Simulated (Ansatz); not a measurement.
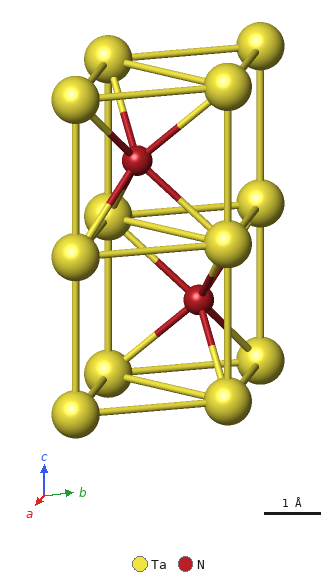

Lattice vibrations of crystalline TaN relaxed at 18 GPa, space group P6₃/mmc (No. 194), at the zone centre. A ball-and-stick model of the cell of the calculation, seen slightly off an axis.

Computed with DFT PBE, scalar-relativistic, plane waves, PAW in Ansatz 0.2.0. Set-up: plane-wave cutoff 420 eV; k-point mesh 18 × 18 × 8; occupations fermi dirac; smearing width 0.15 eV; target pressure 18 GPa; no spin polarisation.

The frequencies depend somewhat on the k-mesh and the smearing.

Q: Which optical modes does it have, at what frequencies, and is it stable there?

A: The calculation's cell holds 4 atoms, so there are 9 optical modes, in 6 levels. The optical modes span E₂u + B₂u + E₁u + E₂g + A₂u + B₁g. No level is unstable.

```csv
level,symmetry,frequency (cm⁻¹),activity
1,E₂u,153,silent
2,B₂u,271,silent
3,E₁u,445,infrared-active
4,E₂g,526,Raman-active
5,A₂u,539,infrared-active
6,B₁g,593,silent
```

The crystal is a metal, so free carriers screen the infrared response.

The displacement patterns (one member of each degenerate set):

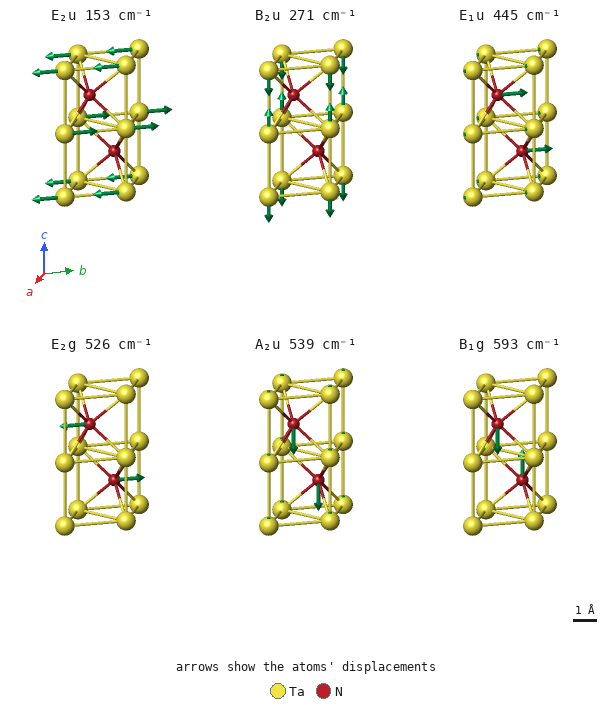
